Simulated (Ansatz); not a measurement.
## Phonon calculation, with input and output: LiF

- system: LiF (Fm-3m, 2 atoms in the cell)
- method: DFT PBE, scalar-relativistic, plane waves, PAW, no spin polarisation (Ansatz 0.2.0)

The structure was made by a generator, so it may or may not be a known phase. Figures and captions count atoms from 1; the log counts them from 0 in places.

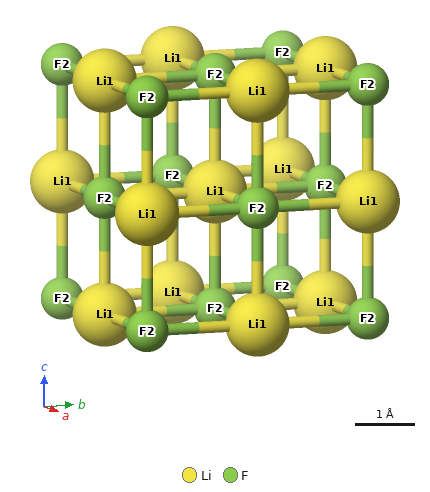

The input geometry (ball-and-stick view of the cell 4 times as large as that of the calculation, set on its symmetry axes, seen slightly off an axis; atoms are numbered from 1 in the order of the input). Near neighbours in the crystal (not all of them lie inside the picture): Li has 6 F at 2.03 Å; F has 6 Li at 2.03 Å.

**Input**
```yaml
crystal:
  lattice:
    - [0.0, 2.034012495, 2.034012495]
    - [2.034012495, 0.0, 2.034012495]
    - [2.034012495, 2.034012495, 0.0]
  atoms:
    - { symbol: Li, position: [0.5, 0.5, 0.5] }
    - { symbol: F, position: [0.0, 0.0, 0.0] }
basis:
  ecutwfc: 420
kpoints:
  mp_grid: { grid: [12, 12, 12] }
hamiltonian:
  xc: pbe
scf:
  occupations: { method: fixed }
output:
  eigenvalues: true
phonons:
  method: dfpt
  dielectric: true
  rigid_motions: translations
  eigenvectors: true
  qmesh: [4, 4, 4]
  temperatures: { t_max: 1000, t_step: 100 }
  qpath:
    path:
      - [[0.0, 0.0, 0.0], [0.5, 0.0, 0.5], [0.625, 0.25, 0.625]]
      - [[0.375, 0.375, 0.75], [0.0, 0.0, 0.0], [0.5, 0.5, 0.5], [0.5, 0.25, 0.75], [0.5, 0.0, 0.5]]
    npoints: 8
```

Launch command:
```bash
ansatz run input.yaml --threads 1 --pin off --max-ram 2560MiB --backend cpu --events-out ev --progress --plain --runs-dir out
```

**Output**
```
Engine: ansatz 0.2.0, aarch64-unknown-linux-gnu
Pseudopotentials: kind: paw
Pseudopotential: Li, paw, valence charge 3, recommended cutoff 420 eV (normal), Li.paw.azcp
Pseudopotential: F, paw, valence charge 7, recommended cutoff 420 eV (normal), F.paw.azcp
Functional definition: PBE
  parameter kappa = 0.804
  parameter beta = 0.06672455060314922
  exchange = pbe_x(kappa = kappa, mu = beta*pi^2/3)
  correlation = pbe_c(beta = beta)
Crystal: 2 atoms, lattice volume = 16.830 Å³
Basis set: ecut = 420 eV, 331 PW (Γ), exchange–correlation on 40×40×40 points (8 copies of the dense FFT grid, shifted against one another)
Bands: 9, of which v1, the nominal top of the filled ones, is band 5 counted from 1 (4 counted from 0)
Symmetry: 48 space group operations
k-points: 163 of 1728 (irreducible under 8 space group operations, time reversal used)
Non-local potential: Li, projectors of the file, l = 0: 3, l = 1: 2, l = 2: 1
Non-local potential: F, projectors of the file, l = 0: 2, l = 1: 2, l = 2: 1
PAW form: soft (Blöchl's): semilocal exchange-correlation on the pseudo side does not see the compensation charge
PAW one-centre angular grid: Li, 110 points (default); XC on 64 Gauss nodes
PAW one-centre angular grid: F, 110 points (default); XC on 64 Gauss nodes
Initial density: superposition of atomic densities (neutral atoms: chi_scale 0, normalization atom), corrected by the library's trained network
Initial wavefunctions: pseudopotential atomic-orbital guess
Functional: x = pbe(κ = 0.804, μ = 0.2195149727645171), c = pbe(β = 0.06672455060314922)
SCF iter   1: F=—  HF=-1016.170860 eV  |F-HF|=—  |Δ(HF+E_count)|=         —  Δρ=7.84e-4  dr2=4.90e-5  ethr=1.77e-3  ⟨swp⟩=3.9  Hψ=8346  notcnv=0  defer=254
preconditioner: auto → none  [insulator: Δε(μ)=8.822 eV  Ē_g=22.363 eV  n_scr=0 (ndim 8)  ℏωp=25.6 eV  f_vac=0.000  ε∞_Penn≈2.3]
SCF iter   2: F=—  HF=-1016.170766 eV  |F-HF|=—  |Δ(HF+E_count)|=   9.40e-5  Δρ=1.07e-3  dr2=1.17e-4  ethr=4.90e-7  ⟨swp⟩=2.0  Hψ=3627  notcnv=0  defer=322
SCF iter   3: F=—  HF=-1016.170750 eV  |F-HF|=—  |Δ(HF+E_count)|=   1.65e-5  Δρ=4.73e-4  dr2=2.22e-5  ethr=4.90e-7  ⟨swp⟩=2.4  Hψ=2035  notcnv=0  defer=118
SCF iter   4: F=—  HF=-1016.170770 eV  |F-HF|=—  |Δ(HF+E_count)|=   1.97e-5  Δρ=2.38e-4  dr2=6.00e-6  ethr=2.22e-7  ⟨swp⟩=2.0  Hψ=2433  notcnv=0  defer=283
SCF iter   5: F=—  HF=-1016.170766 eV  |F-HF|=—  |Δ(HF+E_count)|=   3.40e-6  Δρ=1.29e-4  dr2=1.84e-6  ethr=6.00e-8  ⟨swp⟩=1.0  Hψ=1467  notcnv=0
SCF iter   6: F=—  HF=-1016.170767 eV  |F-HF|=—  |Δ(HF+E_count)|=   6.74e-7  Δρ=5.36e-5  dr2=3.26e-7  ethr=1.84e-8  ⟨swp⟩=1.4  Hψ=1648  notcnv=0
SCF iter   7: F=—  HF=-1016.170767 eV  |F-HF|=—  |Δ(HF+E_count)|=   1.07e-7  Δρ=1.08e-5  dr2=1.35e-8  ethr=3.26e-9  ⟨swp⟩=2.3  Hψ=2023  notcnv=0
SCF iter   8: F=—  HF=-1016.170767 eV  |F-HF|=—  |Δ(HF+E_count)|=   4.05e-9  Δρ=1.54e-6  dr2=2.72e-10  ethr=1.35e-10  ⟨swp⟩=2.4  Hψ=2064  notcnv=0
SCF iter   9: F=-1016.170767 eV  HF=-1016.170767 eV  |F-HF|=6.82e-13  |Δ(HF+E_count)|=  8.67e-11  Δρ=8.48e-8  dr2=8.19e-13  ethr=1.00e-12  ⟨swp⟩=5.7  Hψ=6321  notcnv=0
SCF 1 converged in 9 iterations: F = -1016.170767 eV  dr2 = 8.19e-13
  greatest PAW one-centre occupation: 1.000 electrons in one spin orbital (limit 2), on the Li atom at site 0 (counted from 0), in its partial waves of l = 0
```

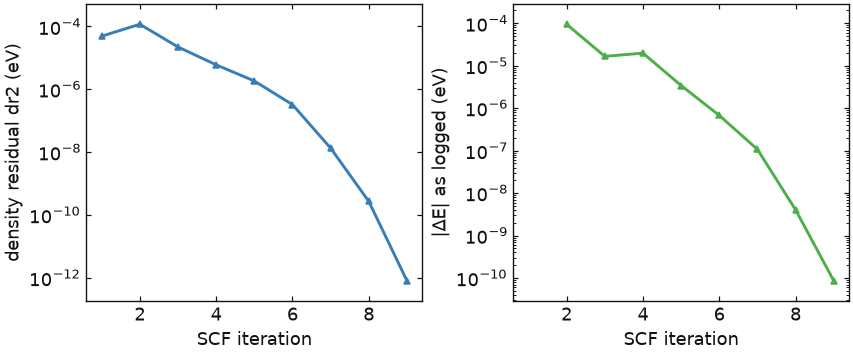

Convergence of the self-consistent field: density residual dr2 and size of the energy change against the SCF iteration. The residual comes down, with one marked jump up, by a factor of about 2.5, at step 2.

```
NSCF: frozen V_eff on 1 k-points
DFPT response loops at Γ: preconditioner auto → none (the input reference at scf.mixing.eps_inf says where Resta's filter doesn't serve); β = 0.50; Broyden in place of MSR1
NSCF: frozen V_eff on 72 k-points
NSCF: frozen V_eff on 1872 k-points
DFPT response loops at q = (0, 0, 0.25) (fractional): mixed as the last ones told, above
NSCF: frozen V_eff on 952 k-points
DFPT response loops at q = (0, 0, -0.5) (fractional): mixed as the last ones told, above
NSCF: frozen V_eff on 1020 k-points
DFPT response loops at q = (0, 0.25, 0.25) (fractional): mixed as the last ones told, above
NSCF: frozen V_eff on 3456 k-points
DFPT response loops at q = (0, 0.25, -0.5) (fractional): mixed as the last ones told, above
NSCF: frozen V_eff on 1872 k-points
DFPT response loops at q = (0, 0.25, -0.25) (fractional): mixed as the last ones told, above
NSCF: frozen V_eff on 560 k-points
DFPT response loops at q = (0, -0.5, -0.5) (fractional): mixed as the last ones told, above
NSCF: frozen V_eff on 1020 k-points
DFPT response loops at q = (0.25, -0.5, -0.25) (fractional): mixed as the last ones told, above
SCF converged after 9 iterations
Free energy (F): -1016.170767 eV
Harris-Foulkes:  -1016.170767 eV  (|F-HF|=6.82e-13)
Internal energy: -1016.170767 eV  (E = F + TS)
E sigma→0 (E₀):  -1016.170767 eV
Fermi energy:    0.763449 eV
--- Per-component energies (eV) ---
  E_band       = -119.809472
  E_kinetic    = 230.229026
  E_local      = -649.486237  (includes V_loc(G=0)·N_el)
  E_nonlocal   = 40.320419
  E_hartree    = 227.900831
  E_xc         = -91.736206
  E_vxc        = -117.663059  (∫ρ·V_xc dr)
  E_paw        = -221.752711  (= ΣΔE_a)
  E_vpaw       = -79.013499  (= ΣTr[D̂ρ^β])
  E_aug_tail   = 0.002239  (compensation charges beyond the density's cutoff)
  E_ewald      = -551.648129
  E_smearing   = -0.000000  (= −TS)
  E_closure    = 0.000000  (closes the sum)
  Σ components = -1016.170767   (vs F -1016.170767, Δ=0.00e0)
--- Band table (eV; the first three rows and the last of 163) ---
  k-point 0: bands = ["-40.1957", "-19.1248", "0.7634", "0.7634", "0.7634", "9.5935", "24.3284", "24.3284", "24.3284"]
  k-point 1: bands = ["-40.1922", "-19.0991", "0.5660", "0.7481", "0.7481", "9.8019", "22.2452", "23.3872", "23.3872"]
  k-point 2: bands = ["-40.1829", "-19.0275", "0.0637", "0.7070", "0.7070", "10.3150", "20.0523", "22.1641", "22.1641"]
  k-point 162: bands = ["-40.1302", "-18.4956", "-1.2178", "-1.2178", "-0.0028", "15.5928", "15.5928", "17.9283", "19.6287"]
--- Phonons (Γ-DFPT): 2 representative perturbations + reference, on 163 of 1728 k-points (Σ response iterations 7) ---
  k mesh reduced under 8 symmetry operations, with k and −k counted as one. Each operation leaves every solved perturbation unchanged. A smaller set is not considered because the run solves the response to a homogeneous field
  ASR residual: 5.516e-5 → 0.000e0 eV/Å²; symmetrization residual: 8.580e-8 eV/Å²
  ASR residual per site (eV/Å²): 5.52e-5 3.94e-5
  Γ frequencies (cm⁻¹): 0.00 0.00 0.00 265.84 265.84 265.84
  ε∞ (high-frequency dielectric tensor):
        2.049068    -0.000000    -0.000000
        0.000000     2.049068    -0.000000
        0.000000     0.000000     2.049068
  ε⁰ (static dielectric tensor: ions relaxed, cell fixed):
       11.094779     0.000000    -0.000000
        0.000000    11.094779    -0.000000
       -0.000000    -0.000000    11.094779
  ε⁰ − ε∞ (ionic part):
        9.045711     0.000000    -0.000000
        0.000000     9.045711    -0.000000
       -0.000000    -0.000000     9.045711
  softest optical mode at Γ: 265.84 cm⁻¹; the repairs (sum rule, projections) moved no ω² at Γ by more than (1.48 cm⁻¹)²
  Born effective charges Z* (e; rows j = field, columns β = displacement):
    site 0:
         1.05424    0.00000   -0.00000
        -0.00000    1.05424    0.00000
         0.00000    0.00000    1.05424
    site 1:
        -1.05424   -0.00000    0.00000
         0.00000   -1.05424   -0.00000
         0.00000   -0.00000   -1.05424
  Z* charge neutrality: 1.722e-5 e pre-enforcement
  k-mesh period / interband length: 34.5 Å / 0.76 Å = 45.16 at k = (0.0000, 0.0000, -0.5000), direct gap 10.859 eV — 14 or more, which is no proof of convergence
  optical modes at Γ without the LO–TO term, one row a degenerate level:
      ω (cm⁻¹)  modes    IR ((D/Å)²/amu)
        265.84      3            15.1332
  optical modes at Γ + LO–TO along q̂ = [1.0000, 0.0000, 0.0000]:
      ω (cm⁻¹)  modes    IR ((D/Å)²/amu)
        265.84      2            10.0888
        618.59      1             5.0444
  optical modes at Γ + LO–TO along q̂ = [0.0000, 1.0000, 0.0000]:
      ω (cm⁻¹)  modes    IR ((D/Å)²/amu)
        265.84      2            10.0888
        618.59      1             5.0444
  optical modes at Γ + LO–TO along q̂ = [0.0000, 0.0000, 1.0000]:
      ω (cm⁻¹)  modes    IR ((D/Å)²/amu)
        265.84      2            10.0888
        618.59      1             5.0444
--- Phonons (arbitrary-q DFPT): 8 irreducible q on the 4×4×4 mesh ---
  q = [0.0000, 0.0000, 0.0000] (star 1, of the zone-centre solve; hermiticity 1.30e-7, symmetrization 4.25e-14): -0.00 -0.00 -0.00 265.84 265.84 265.84
  q = [0.0000, 0.0000, 0.2500] (star 8, 2 solved perturbations on 936 of 1728 k-point pairs; hermiticity 7.79e-8, symmetrization 5.19e-10): 130.21 130.21 250.21 265.78 265.78 603.14
  q = [0.0000, 0.0000, -0.5000] (star 4, 2 solved perturbations on 476 of 1728 k-point pairs; hermiticity 1.23e-9, symmetrization 3.13e-10): 192.56 192.56 259.02 259.02 371.17 577.97
  q = [0.0000, 0.2500, 0.2500] (star 6, 4 solved perturbations in 1608 linear systems a pass and spin channel, the states on 510 of 1728 k-point pairs; hermiticity 1.50e-7, symmetrization 8.26e-14): 174.85 174.85 236.46 285.51 285.51 537.90
  q = [0.0000, 0.2500, -0.5000] (star 24, 4 solved perturbations in 5328 linear systems a pass and spin channel, the states on 1728 of 1728 k-point pairs; hermiticity 1.76e-7, symmetrization 2.67e-8): 217.64 252.54 284.01 312.99 339.10 484.30
  q = [0.0000, 0.2500, -0.2500] (star 12, 4 solved perturbations in 2892 linear systems a pass and spin channel, the states on 936 of 1728 k-point pairs; hermiticity 2.21e-7, symmetrization 1.98e-9): 183.60 258.15 264.98 304.70 324.88 522.66
  q = [0.0000, -0.5000, -0.5000] (star 3, 4 solved perturbations in 886 linear systems a pass and spin channel, the states on 280 of 1728 k-point pairs; hermiticity 2.42e-7, symmetrization 3.06e-9): 239.39 239.39 306.79 306.79 327.12 443.72
  q = [0.2500, -0.5000, -0.2500] (star 6, 4 solved perturbations in 1544 linear systems a pass and spin channel, the states on 510 of 1728 k-point pairs; hermiticity 2.50e-7, symmetrization 1.50e-8): 256.46 297.41 297.41 345.63 375.69 375.69
  sum rule: each row above includes the acoustic sum rule's correction from the zone centre's row sums; it moved no ω² by more than (1.47 cm⁻¹)²
  mesh force constants: q→R imaginary residual 1.37e-18; ASR residual 5.516e-5 → 0.000e0 eV/Å²; symmetrization residual 7.105e-15 eV/Å²
  interpolated dispersion: 51 rows × 6 modes
  density of states and harmonic sums: on the 28×28×28 q-mesh, interpolated from the force constants of a 4×4×4 supercell (with the dipole–dipole term)
  largest difference from the sums on the solved wave vectors: F 8.36e-3 eV, S 1.25e-5 and C_V 3.96e-6 eV/K
  zero-point energy: 0.113365 eV/cell   skipped modes (ω ≤ 0): 3   left out of the sums: 2.28e-5 of the cell's modes: C_V's classical limit lies that fraction below 3 k_B per atom; for a crystal, a wire or a layer, F and S can be off by more, and a phonons.interpolated_qmesh denser along its periods is the remedy for the sampling
```

**File optical_modes.tsv**
```
# format = ansatz-optical-modes/1
# cell_volume_ang3 = 1.6830260772490668e1
# eps_inf = 2.049068303277135e0 -2.0543252740130514e-32 -1.0271626370065257e-33 1.79753461476142e-33 2.049068303277135e0 -1.283953296258157e-34 4.108650548026103e-33 0e0 2.0490683032771346e0
# One row of degenerate optical modes each, rigid motions of the cell and of its bodies left out; wavenumber_inv_cm is that of the modes' mean omega^2, negative where that is. nan stands for what is not given.
# A row whose q is 0 0 0 is without the LO-TO term; the others hold that term of the approach to the zone centre along q, a Cartesian unit vector.
# oscillator_strength: the sum of Re conj(p) p^T over the row's modes, p that of Z* e/sqrt(mass) over the atoms, about the cell's centre of mass, e the mode's unit eigenvector; ir_intensity: its trace, 23.0708 in its unit to 1 in that of the other. The rows at q 0 0 0 hold the undamped dielectric function at nu cm^-1, of a cell of V A^3: eps_inf + (4.92064e7/V) sum oscillator_strength/(nu_row |nu_row| - nu^2). That is of the vibrations: a cell of net charge Q e and mass M amu holds -(4.92064e7/V) Q^2/(M nu^2) besides, of its free fall, and where the turns of a body are left out the sum lacks their strength.
# q_x	q_y	q_z	wavenumber_inv_cm	degeneracy	ir_intensity[(D/angstrom)^2/amu]	oscillator_strength_xx[e^2/amu]	oscillator_strength_xy[e^2/amu]	oscillator_strength_xz[e^2/amu]	oscillator_strength_yy[e^2/amu]	oscillator_strength_yz[e^2/amu]	oscillator_strength_zz[e^2/amu]
0e0	0e0	0e0	2.65838741162146e2	3	1.5133233555526187e1	2.1864939836120706e-1	1.4446293884045755e-33	-8.521316208100694e-34	2.186493983612072e-1	1.734723475976807e-18	2.186493983612071e-1
1e0	0e0	0e0	2.6583874116214594e2	2	1.0088822370350792e1	1.8741128474793888e-64	6.344386208062471e-33	-8.521316208100704e-34	2.1864939836120711e-1	0e0	2.1864939836120711e-1
1e0	0e0	0e0	6.185850088641299e2	1	5.044411185175394e0	2.1864939836120706e-1	-4.8997568196579e-33	0e0	1.0979960188193019e-64	0e0	0e0
0e0	1e0	0e0	2.6583874116214594e2	2	1.0088822370350789e1	2.1864939836120706e-1	-4.8997568196579e-33	-8.521316208100692e-34	2.368706757896826e-35	2.2757774660723448e-18	2.18649398361207e-1
0e0	1e0	0e0	6.185850088641296e2	1	5.044411185175392e0	1.840903138025495e-64	6.344386208062467e-33	-8.469033499583799e-50	2.1864939836120695e-1	-2.918720611667203e-18	3.896159821532081e-35
0e0	0e0	1e0	2.65838741162146e2	2	1.0088822370350789e1	2.1864939836120706e-1	1.4446293884045714e-33	2.288932303735017e-50	2.1864939836120706e-1	7.88844901127219e-19	2.8460004129826897e-36
0e0	0e0	1e0	6.185850088641299e2	1	5.044411185175393e0	3.3209709453891917e-66	-5.912850908965579e-51	-8.521316208100692e-34	1.0527585590652562e-35	1.5171849773815634e-18	2.18649398361207e-1
```

**File phthermo.tsv**
```
# format = ansatz-phthermo/1
# interpolated_qmesh = 28 28 28
# force_constants_supercell = 4 4 4
# non_analytic_term = included (the dipole-dipole term of the run's Born effective charges and high-frequency dielectric tensor (where they are solved with the displacements' responses and are means over more operations than the force constants, of those that the k mesh gives, averaged as the force constants are; where they are of points inside a basis, what they differ from the k mesh's own by stays in what lies between the sampled wave vectors) is in the interpolated dynamical matrix, and no dipole-quadrupole or higher term is, so what lies between sampled wave vectors stays as converged as the mesh, the term itself as its tensors are in theirs, and near GAMMA the transverse optical and acoustic branches of a crystal with a site that is no centre of inversion can stay off; a row of a path at GAMMA holds the limit along its piece of the path (the whole path, where it does not jump; a piece that never leaves GAMMA stands at zero macroscopic field), a row of a mesh at GAMMA stands at zero macroscopic field with that point's weight, and on a cell with vacuum the term is the periodic stack's, or with phonons.isolated the sheet's or wire's own, and can move a branch further from a solve)
# zero_point_energy_ev = 1.1336536909e-1
# n_skipped_modes = 3
# share_of_modes_left_out = 2.2776967930e-5
# rigid_motions_known_by = declared
# t_k	f_vib_ev	s_ev_per_k	c_v_ev_per_k
0.0000	1.1336536909e-1	0.0000000000e0	0.0000000000e0
100.0000	1.1175654191e-1	6.2683833085e-5	1.5722569924e-4
200.0000	9.6681604714e-2	2.4095962416e-4	3.5156549058e-4
300.0000	6.4330810967e-2	4.0053659676e-4	4.2950651143e-4
400.0000	1.7605515505e-2	5.2945160593e-4	4.6421182990e-4
500.0000	-4.0787986542e-2	6.3515077509e-4	4.8203452464e-4
600.0000	-1.0886588854e-1	7.2401782789e-4	4.9225021063e-4
700.0000	-1.8517730855e-1	8.0041154785e-4	4.9860531739e-4
800.0000	-2.6863178587e-1	8.6728363836e-4	5.0281214068e-4
900.0000	-3.5838564060e-1	9.2668493554e-4	5.0573472331e-4
1000.0000	-4.5376912924e-1	9.8008432092e-4	5.0784475726e-4
```

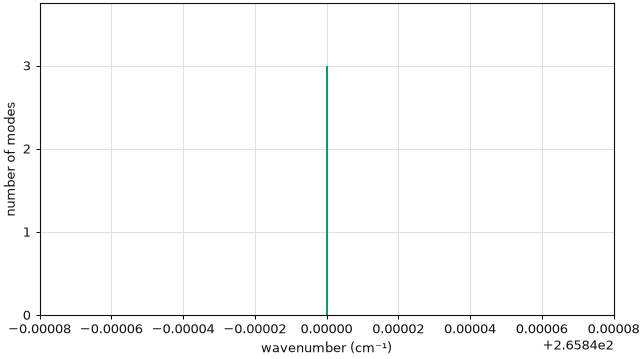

Optical phonons at the zone centre (no LO–TO term); neighbouring modes closer than 3 cm⁻¹ are counted in one stick. 3 modes from 266 to 266 cm⁻¹, none imaginary.

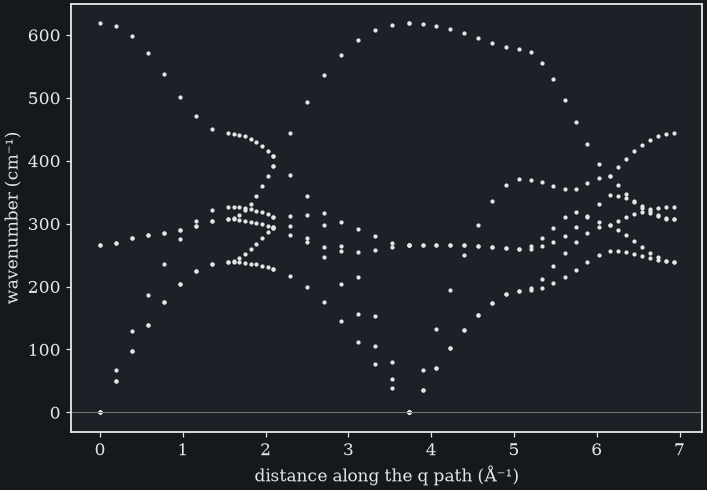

Phonon frequencies along the path of the input (imaginary ones negative). The highest is 619 cm⁻¹; no branch is clearly imaginary on this path.

**Summary**

```tsv
quantity	value
outcome	converged
space group (tolerance 0.01 Å)	Fm-3m (225)
electrons treated	10
free energy	−1016.1708 eV
Fermi energy	0.763 eV
gap on the k-point mesh	8.83 eV
ε∞ (xx, yy, zz)	2.05, 2.05, 2.05
Born charges (mean of the diagonal)	Li1 (1.05 e); F2 (−1.05 e)
hardware	1 thread of Arm Neoverse V2, 24 GiB of memory available, shared host
wall time	2 min
peak memory	0.85 GiB
```
